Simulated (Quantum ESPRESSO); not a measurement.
# H on fcc sites of Pt(111): a series in the coverage, part 5 of 9

Wanted: a table for H on fcc sites of Pt(111) against the coverage, and what can be fitted to it.

Quantum ESPRESSO 7.5; plane-wave DFT, PBE, GBRV ultrasoft pseudopotentials.

So far. Step 6 (SCF with pw.x, 0 ML): The vacuum levels are read from the outermost 0.7 Å of the cell on either side. Step 6 (SCF with pw.x, 0 ML): Inside the slab this potential holds the local part of the pseudopotentials, which can be repulsive at the nuclei; only its value in the vacuum has a meaning of its own.

### Step 7. Relaxing the ions, 0.1111 ML

System of this step: Pt(111), 3 layers, 9 sites a cell, 1 H on fcc sites. The cell holds 28 atoms: 27 Pt and 1 H. Cell: a = 8.413 Å, b = 8.413 Å, c = 19.526 Å, α = 90.0°, β = 90.0°, γ = 60.0°. It derives from Pt. Vacuum lies along c.

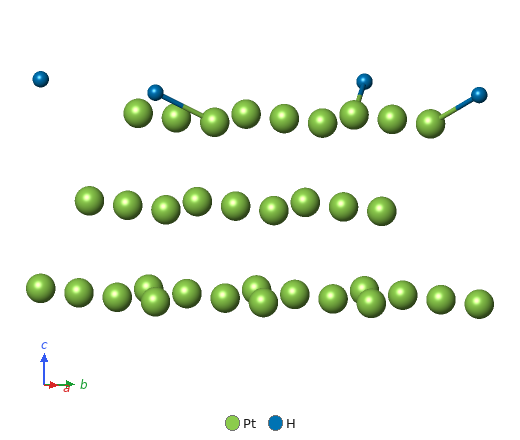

The cell of this step (platinum green, hydrogen blue). Bonds to atoms that aren't drawn are left out. Some periodic images of atoms are drawn too.

File m1.relax.in:

```
&control
  prefix = 'm1.relax'
  outdir = './out'
  pseudo_dir = './pseudo'
  nstep = 70
  forc_conv_thr = 0.0015
  calculation = 'relax'
/
&system
  ibrav = 0
  nat = 28
  ntyp = 2
  ecutwfc = 40
  ecutrho = 200
  occupations = 'smearing'
  smearing = 'mv'
  degauss = 0.02
/
&electrons
  conv_thr = 1e-07
  mixing_beta = 0.3
  electron_maxstep = 120
  mixing_mode = 'local-TF'
/
&ions
/
ATOMIC_SPECIES
  Pt  195.0840  pt_pbe_v1.4.uspp.F.UPF
  H   1.0080  h_pbe_v1.4.uspp.F.UPF
CELL_PARAMETERS angstrom
  8.41255678529642 0.00000000000000 0.00000000000000
  4.20627839264821 7.28548788684585 0.00000000000000
  0.00000000000000 0.00000000000000 19.52612243497535
ATOMIC_POSITIONS crystal
  Pt  0.000000000000 0.000000000000 0.362675081000 0 0 0
  Pt  0.000000000000 0.333333333300 0.362675081000 0 0 0
  Pt  0.000000000000 0.666666666700 0.362675081000 0 0 0
  Pt  0.333333333300 0.000000000000 0.362675081000 0 0 0
  Pt  0.333333333300 0.333333333300 0.362675081000 0 0 0
  Pt  0.333333333300 0.666666666700 0.362675081000 0 0 0
  Pt  0.666666666700 0.000000000000 0.362675081000 0 0 0
  Pt  0.666666666700 0.333333333300 0.362675081000 0 0 0
  Pt  0.666666666700 0.666666666700 0.362675081000 0 0 0
  Pt  0.111111111100 0.111111111100 0.479933792160 0 0 0
  Pt  0.111111111100 0.444444444500 0.479933792160 0 0 0
  Pt  0.111111111100 0.777777777800 0.479933792160 0 0 0
  Pt  0.444444444500 0.111111111100 0.479933792160 0 0 0
  Pt  0.444444444500 0.444444444500 0.479933792160 0 0 0
  Pt  0.444444444500 0.777777777800 0.479933792160 0 0 0
  Pt  0.777777777800 0.111111111100 0.479933792160 0 0 0
  Pt  0.777777777800 0.444444444500 0.479933792160 0 0 0
  Pt  0.777777777800 0.777777777800 0.479933792160 0 0 0
  Pt  0.888888888900 0.888888888900 0.597192503320
  Pt  0.888888888900 0.222222222200 0.597192503320
  Pt  0.888888888900 0.555555555600 0.597192503320
  Pt  0.222222222200 0.888888888900 0.597192503320
  Pt  0.222222222200 0.222222222200 0.597192503320
  Pt  0.222222222200 0.555555555600 0.597192503320
  Pt  0.555555555600 0.888888888900 0.597192503320
  Pt  0.555555555600 0.222222222200 0.597192503320
  Pt  0.555555555600 0.555555555600 0.597192503320
  H   0.000000000000 0.000000000000 0.637324919000
K_POINTS automatic
  3 3 1 0 0 0
```

Launch:

```
OMP_NUM_THREADS=1 mpirun -n 16 pw.x -nk 1 -in m1.relax.in > m1.relax.out
```

Output:

```text
[banner, memory and clock lines left out]
Program PWSCF v.7.5 starts
[...]
Message from routine setup:
[...]
number of electrons       =       433.00
     number of Kohn-Sham states=          260
     kinetic-energy cutoff     =      40.0000  Ry
     charge density cutoff     =     200.0000  Ry
[...]
number of k points=     3  Marzari-Vanderbilt smearing, width (Ry)=  0.0200
[...]
Dense  grid:   385649 G-vectors     FFT dimensions: (  72,  72, 180)
[...]
negative rho (up, down):  5.095E+00 0.000E+00
     Starting wfcs are  325 randomized atomic wfcs
[...]
negative rho (up, down):  4.879E+00 0.000E+00
[...]
estimated scf accuracy    <      53.64967265 Ry
[...]
negative rho (up, down):  4.729E+00 0.000E+00
[...]
estimated scf accuracy    <      17.50477590 Ry
[...]
negative rho (up, down):  4.756E+00 0.000E+00
[...]
estimated scf accuracy    <       1.18004758 Ry
[...]
negative rho (up, down):  4.828E+00 0.000E+00
[...]
estimated scf accuracy    <       0.09590493 Ry
[...]
negative rho (up, down):  4.924E+00 0.000E+00
[...]
estimated scf accuracy    <       0.03723594 Ry
[...]
negative rho (up, down):  4.945E+00 0.000E+00
[...]
estimated scf accuracy    <       0.02366216 Ry
[...]
negative rho (up, down):  4.915E+00 0.000E+00
[...]
estimated scf accuracy    <       0.02042671 Ry
[...]
negative rho (up, down):  4.889E+00 0.000E+00
[...]
estimated scf accuracy    <       0.01579752 Ry
[...]
negative rho (up, down):  4.881E+00 0.000E+00
[...]
estimated scf accuracy    <       0.01187485 Ry
[...]
negative rho (up, down):  4.700E+00 0.000E+00
[...]
estimated scf accuracy    <       0.01097483 Ry
[...]
negative rho (up, down):  4.699E+00 0.000E+00
[...]
estimated scf accuracy    <       0.00023643 Ry
[...]
negative rho (up, down):  4.698E+00 0.000E+00
[...]
estimated scf accuracy    <       0.00008710 Ry
[...]
negative rho (up, down):  4.695E+00 0.000E+00
[...]
estimated scf accuracy    <       0.00001594 Ry
[...]
negative rho (up, down):  4.696E+00 0.000E+00
[...]
estimated scf accuracy    <       0.00000217 Ry
[...]
negative rho (up, down):  4.695E+00 0.000E+00
[...]
estimated scf accuracy    <       0.00000091 Ry
[...]
negative rho (up, down):  4.695E+00 0.000E+00
[...]
estimated scf accuracy    <       0.00000018 Ry
[...]
negative rho (up, down):  4.695E+00 0.000E+00
[...]
the Fermi energy is     3.8374 ev
!    total energy              =   -5689.09621665 Ry
     estimated scf accuracy    <       0.00000005 Ry
     smearing contrib. (-TS)   =      -0.00148167 Ry
     internal energy E=F+TS    =   -5689.09473498 Ry
[...]
one-electron contribution =  -29505.23301755 Ry
     hartree contribution      =   14856.30880037 Ry
     xc contribution           =   -1535.13372989 Ry
     ewald contribution        =   10494.96321209 Ry
     convergence has been achieved in  17 iterations
     negative rho (up, down):  4.695E+00 0.000E+00
[...]
Total force =     0.062615     Total SCF correction =     0.001465
[...]
negative rho (up, down):  4.691E+00 0.000E+00
[...]
negative rho (up, down):  4.691E+00 0.000E+00
[...]
estimated scf accuracy    <       0.00334179 Ry
[...]
negative rho (up, down):  4.691E+00 0.000E+00
[...]
estimated scf accuracy    <       0.00030236 Ry
[...]
negative rho (up, down):  4.691E+00 0.000E+00
[...]
estimated scf accuracy    <       0.00011668 Ry
[...]
negative rho (up, down):  4.691E+00 0.000E+00
[...]
estimated scf accuracy    <       0.00003193 Ry
[...]
negative rho (up, down):  4.691E+00 0.000E+00
[...]
estimated scf accuracy    <       0.00000338 Ry
[...]
negative rho (up, down):  4.691E+00 0.000E+00
[...]
estimated scf accuracy    <       0.00000132 Ry
[...]
negative rho (up, down):  4.691E+00 0.000E+00
[...]
estimated scf accuracy    <       0.00000032 Ry
[...]
negative rho (up, down):  4.691E+00 0.000E+00
[...]
estimated scf accuracy    <       0.00000016 Ry
[...]
negative rho (up, down):  4.691E+00 0.000E+00
[...]
the Fermi energy is     3.8370 ev
!    total energy              =   -5689.09940794 Ry
     estimated scf accuracy    <       0.00000004 Ry
     smearing contrib. (-TS)   =      -0.00135553 Ry
     internal energy E=F+TS    =   -5689.09805241 Ry
[...]
one-electron contribution =  -29493.67369334 Ry
     hartree contribution      =   14850.51852067 Ry
     xc contribution           =   -1535.11273967 Ry
     ewald contribution        =   10489.16985993 Ry
     convergence has been achieved in   9 iterations
     negative rho (up, down):  4.691E+00 0.000E+00
[...]
Total force =     0.040136     Total SCF correction =     0.000445
[...]
negative rho (up, down):  4.695E+00 0.000E+00
[...]
negative rho (up, down):  4.695E+00 0.000E+00
[...]
estimated scf accuracy    <       0.00567967 Ry
[...]
negative rho (up, down):  4.695E+00 0.000E+00
[...]
estimated scf accuracy    <       0.00053856 Ry
[...]
negative rho (up, down):  4.695E+00 0.000E+00
[...]
estimated scf accuracy    <       0.00018222 Ry
[...]
negative rho (up, down):  4.695E+00 0.000E+00
[...]
estimated scf accuracy    <       0.00005907 Ry
[...]
negative rho (up, down):  4.695E+00 0.000E+00
[...]
estimated scf accuracy    <       0.00000721 Ry
[...]
negative rho (up, down):  4.695E+00 0.000E+00
[...]
estimated scf accuracy    <       0.00000307 Ry
[...]
negative rho (up, down):  4.695E+00 0.000E+00
[...]
estimated scf accuracy    <       0.00000076 Ry
[...]
negative rho (up, down):  4.695E+00 0.000E+00
[...]
estimated scf accuracy    <       0.00000038 Ry
[...]
negative rho (up, down):  4.695E+00 0.000E+00
[...]
estimated scf accuracy    <       0.00000011 Ry
[...]
negative rho (up, down):  4.695E+00 0.000E+00
[...]
estimated scf accuracy    <       0.00000005 Ry
[...]
negative rho (up, down):  4.695E+00 0.000E+00
[...]
estimated scf accuracy    <       0.00000002 Ry
[...]
negative rho (up, down):  4.695E+00 0.000E+00
[...]
the Fermi energy is     3.8346 ev
!    total energy              =   -5689.10149621 Ry
     estimated scf accuracy    <          5.6E-09 Ry
     smearing contrib. (-TS)   =      -0.00108625 Ry
     internal energy E=F+TS    =   -5689.10040996 Ry
[...]
one-electron contribution =  -29472.58484960 Ry
     hartree contribution      =   14839.98812127 Ry
     xc contribution           =   -1535.08691505 Ry
     ewald contribution        =   10478.58323342 Ry
     convergence has been achieved in  12 iterations
     negative rho (up, down):  4.695E+00 0.000E+00
[...]
Total force =     0.019932     Total SCF correction =     0.000140
[...]
negative rho (up, down):  4.699E+00 0.000E+00
[...]
negative rho (up, down):  4.699E+00 0.000E+00
[...]
estimated scf accuracy    <       0.00744181 Ry
[...]
negative rho (up, down):  4.699E+00 0.000E+00
[...]
estimated scf accuracy    <       0.00082181 Ry
[...]
negative rho (up, down):  4.699E+00 0.000E+00
[...]
estimated scf accuracy    <       0.00021543 Ry
[...]
negative rho (up, down):  4.700E+00 0.000E+00
[...]
estimated scf accuracy    <       0.00007927 Ry
[...]
negative rho (up, down):  4.700E+00 0.000E+00
[...]
estimated scf accuracy    <       0.00001075 Ry
[...]
negative rho (up, down):  4.700E+00 0.000E+00
[...]
estimated scf accuracy    <       0.00000475 Ry
[...]
negative rho (up, down):  4.700E+00 0.000E+00
[...]
estimated scf accuracy    <       0.00000122 Ry
[...]
negative rho (up, down):  4.699E+00 0.000E+00
[...]
estimated scf accuracy    <       0.00000059 Ry
[...]
negative rho (up, down):  4.699E+00 0.000E+00
[...]
estimated scf accuracy    <       0.00000021 Ry
[...]
negative rho (up, down):  4.699E+00 0.000E+00
[...]
estimated scf accuracy    <       0.00000007 Ry
[...]
negative rho (up, down):  4.699E+00 0.000E+00
[...]
estimated scf accuracy    <       0.00000004 Ry
[...]
negative rho (up, down):  4.699E+00 0.000E+00
[...]
estimated scf accuracy    <          9.1E-09 Ry
[...]
negative rho (up, down):  4.699E+00 0.000E+00
[...]
the Fermi energy is     3.8322 ev
!    total energy              =   -5689.10226607 Ry
     estimated scf accuracy    <          3.8E-09 Ry
     smearing contrib. (-TS)   =      -0.00070752 Ry
     internal energy E=F+TS    =   -5689.10155855 Ry
[...]
one-electron contribution =  -29443.11594502 Ry
     hartree contribution      =   14825.26802924 Ry
     xc contribution           =   -1535.05879375 Ry
     ewald contribution        =   10463.80515098 Ry
     convergence has been achieved in  13 iterations
     negative rho (up, down):  4.699E+00 0.000E+00
[...]
Total force =     0.012790     Total SCF correction =     0.000213
[...]
negative rho (up, down):  4.697E+00 0.000E+00
[...]
negative rho (up, down):  4.697E+00 0.000E+00
[...]
estimated scf accuracy    <       0.00247274 Ry
[...]
negative rho (up, down):  4.697E+00 0.000E+00
[...]
estimated scf accuracy    <       0.00032583 Ry
[...]
negative rho (up, down):  4.697E+00 0.000E+00
[...]
estimated scf accuracy    <       0.00006095 Ry
[...]
negative rho (up, down):  4.697E+00 0.000E+00
[...]
estimated scf accuracy    <       0.00002357 Ry
[...]
negative rho (up, down):  4.697E+00 0.000E+00
[...]
estimated scf accuracy    <       0.00000345 Ry
[...]
negative rho (up, down):  4.697E+00 0.000E+00
[...]
estimated scf accuracy    <       0.00000132 Ry
[...]
negative rho (up, down):  4.697E+00 0.000E+00
[...]
estimated scf accuracy    <       0.00000029 Ry
[...]
negative rho (up, down):  4.697E+00 0.000E+00
[...]
estimated scf accuracy    <       0.00000019 Ry
[...]
negative rho (up, down):  4.697E+00 0.000E+00
[...]
estimated scf accuracy    <       0.00000006 Ry
[...]
negative rho (up, down):  4.697E+00 0.000E+00
[...]
estimated scf accuracy    <       0.00000002 Ry
[...]
negative rho (up, down):  4.697E+00 0.000E+00
[...]
estimated scf accuracy    <       0.00000001 Ry
[...]
negative rho (up, down):  4.697E+00 0.000E+00
[...]
the Fermi energy is     3.8306 ev
!    total energy              =   -5689.10247599 Ry
     estimated scf accuracy    <          2.4E-09 Ry
     smearing contrib. (-TS)   =      -0.00047636 Ry
     internal energy E=F+TS    =   -5689.10199963 Ry
[...]
one-electron contribution =  -29424.02268147 Ry
     hartree contribution      =   14815.73328526 Ry
     xc contribution           =   -1535.04372068 Ry
     ewald contribution        =   10454.23111725 Ry
     convergence has been achieved in  12 iterations
     negative rho (up, down):  4.697E+00 0.000E+00
[...]
Total force =     0.012354     Total SCF correction =     0.000230
[...]
negative rho (up, down):  4.694E+00 0.000E+00
[...]
negative rho (up, down):  4.694E+00 0.000E+00
[...]
estimated scf accuracy    <       0.00339871 Ry
[...]
negative rho (up, down):  4.694E+00 0.000E+00
[...]
estimated scf accuracy    <       0.00047744 Ry
[...]
negative rho (up, down):  4.694E+00 0.000E+00
[...]
estimated scf accuracy    <       0.00007836 Ry
[...]
negative rho (up, down):  4.695E+00 0.000E+00
[...]
estimated scf accuracy    <       0.00003013 Ry
[...]
negative rho (up, down):  4.695E+00 0.000E+00
[...]
estimated scf accuracy    <       0.00000411 Ry
[...]
negative rho (up, down):  4.695E+00 0.000E+00
[...]
estimated scf accuracy    <       0.00000182 Ry
[...]
negative rho (up, down):  4.695E+00 0.000E+00
[...]
estimated scf accuracy    <       0.00000037 Ry
[...]
negative rho (up, down):  4.694E+00 0.000E+00
[...]
the Fermi energy is     3.8259 ev
!    total energy              =   -5689.10298093 Ry
     estimated scf accuracy    <          5.3E-10 Ry
     smearing contrib. (-TS)   =       0.00019788 Ry
     internal energy E=F+TS    =   -5689.10317881 Ry
[...]
one-electron contribution =  -29367.83122894 Ry
     hartree contribution      =   14787.67797282 Ry
     xc contribution           =   -1535.00262168 Ry
     ewald contribution        =   10426.05269898 Ry
     convergence has been achieved in  14 iterations
     negative rho (up, down):  4.686E+00 0.000E+00
[...]
Total force =     0.008142     Total SCF correction =     0.000044
[...]
negative rho (up, down):  4.672E+00 0.000E+00
[...]
negative rho (up, down):  4.672E+00 0.000E+00
[...]
estimated scf accuracy    <       0.00776834 Ry
[...]
negative rho (up, down):  4.672E+00 0.000E+00
[...]
estimated scf accuracy    <       0.00118969 Ry
[...]
negative rho (up, down):  4.672E+00 0.000E+00
[...]
estimated scf accuracy    <       0.00018164 Ry
[...]
negative rho (up, down):  4.673E+00 0.000E+00
[...]
estimated scf accuracy    <       0.00005837 Ry
[...]
negative rho (up, down):  4.673E+00 0.000E+00
[...]
estimated scf accuracy    <       0.00000659 Ry
[...]
negative rho (up, down):  4.673E+00 0.000E+00
[...]
estimated scf accuracy    <       0.00000431 Ry
[...]
negative rho (up, down):  4.673E+00 0.000E+00
[...]
estimated scf accuracy    <       0.00000092 Ry
[...]
negative rho (up, down):  4.672E+00 0.000E+00
[...]
estimated scf accuracy    <       0.00000057 Ry
[...]
negative rho (up, down):  4.672E+00 0.000E+00
[...]
estimated scf accuracy    <       0.00000014 Ry
[...]
negative rho (up, down):  4.672E+00 0.000E+00
[...]
estimated scf accuracy    <       0.00000007 Ry
[...]
negative rho (up, down):  4.672E+00 0.000E+00
[...]
estimated scf accuracy    <       0.00000002 Ry
[...]
negative rho (up, down):  4.672E+00 0.000E+00
[...]
estimated scf accuracy    <          9.1E-09 Ry
[...]
negative rho (up, down):  4.672E+00 0.000E+00
[...]
estimated scf accuracy    <          3.5E-09 Ry
[...]
negative rho (up, down):  4.672E+00 0.000E+00
[...]
```

The job ended after 19 min (16 MPI ranks of Arm Neoverse V2, shared host; peak memory 3.9 GiB).

The steps of the relaxation:

```tsv
step	energy less that of the first step (eV)	largest force (eV/Å)
1	0.0000	0.8220
2	-0.0434	0.5025
3	-0.0718	0.2765
4	-0.0823	0.1515
5	-0.0852	0.1595
6	-0.0883	0.1458
7	-0.0920	0.1022
8	-0.0943	0.0830
9	-0.0948	0.0840
10	-0.0954	0.0784
11	-0.0961	0.0607
12	-0.0966	0.0312
```

The atoms that moved most (Å):

```tsv
atom	dx	dy	dz	length
H28	0.000	0.000	0.125	0.125
Pt19	-0.030	-0.017	0.046	0.057
Pt20	0.000	0.035	0.046	0.057
Pt22	0.030	-0.017	0.046	0.057
Pt25	0.000	-0.001	0.021	0.021
Pt21	-0.001	0.001	0.021	0.021
Pt27	0.001	0.001	0.021	0.021
Pt23	0.009	0.005	0.013	0.017
```

The relaxed structure:

```cif
data_structure
_symmetry_space_group_name_H-M 'P 1'
_symmetry_Int_Tables_number 1
_cell_length_a 8.4126
_cell_length_b 8.4126
_cell_length_c 19.5261
_cell_angle_alpha 90.000
_cell_angle_beta 90.000
_cell_angle_gamma 60.000
_cell_volume 1196.75
loop_
_atom_site_label
_atom_site_type_symbol
_atom_site_fract_x
_atom_site_fract_y
_atom_site_fract_z
_atom_site_occupancy
Pt1 Pt 0.00000 0.00000 0.36268 1
Pt2 Pt 0.00000 0.33333 0.36268 1
Pt3 Pt 0.00000 0.66667 0.36268 1
Pt4 Pt 0.33333 0.00000 0.36268 1
Pt5 Pt 0.33333 0.33333 0.36268 1
Pt6 Pt 0.33333 0.66667 0.36268 1
Pt7 Pt 0.66667 0.00000 0.36268 1
Pt8 Pt 0.66667 0.33333 0.36268 1
Pt9 Pt 0.66667 0.66667 0.36268 1
Pt10 Pt 0.11111 0.11111 0.47993 1
Pt11 Pt 0.11111 0.44444 0.47993 1
Pt12 Pt 0.11111 0.77778 0.47993 1
Pt13 Pt 0.44444 0.11111 0.47993 1
Pt14 Pt 0.44444 0.44444 0.47993 1
Pt15 Pt 0.44444 0.77778 0.47993 1
Pt16 Pt 0.77778 0.11111 0.47993 1
Pt17 Pt 0.77778 0.44444 0.47993 1
Pt18 Pt 0.77778 0.77778 0.47993 1
Pt19 Pt 0.88652 0.88652 0.59953 1
Pt20 Pt 0.88652 0.22696 0.59953 1
Pt21 Pt 0.88869 0.55566 0.59829 1
Pt22 Pt 0.22696 0.88652 0.59953 1
Pt23 Pt 0.22290 0.22290 0.59788 1
Pt24 Pt 0.22290 0.55420 0.59788 1
Pt25 Pt 0.55566 0.88869 0.59829 1
Pt26 Pt 0.55420 0.22290 0.59788 1
Pt27 Pt 0.55566 0.55566 0.59829 1
H28 H 0.00000 0.00000 0.64372 1
```

The relaxation lowers the energy by 3 meV an atom. On the free atoms the largest force ends at 0.031 eV/Å.

Read from the output:

| Quantity | Value |
| --- | --- |
| free energy | -77404.1938 eV |
| Fermi energy | 3.824 eV |

(Part 5 of 9 ends here.)

[Logs are printed without paths, hosts, clocks, repeated set-up lines and the standing remarks that a program may print on its own settings, such as how far it seeks lower states.]

[Hosts, paths, dates, database ids (printed as entryN), source tags and the programs' standing remarks are cut or masked in the printed files.]

[Maps of the electrostatic potential energy from Ansatz leave out the sawtooth potential of an applied field or a dipole correction, so their vacuum need not be flat; planar profiles and work functions include it.]
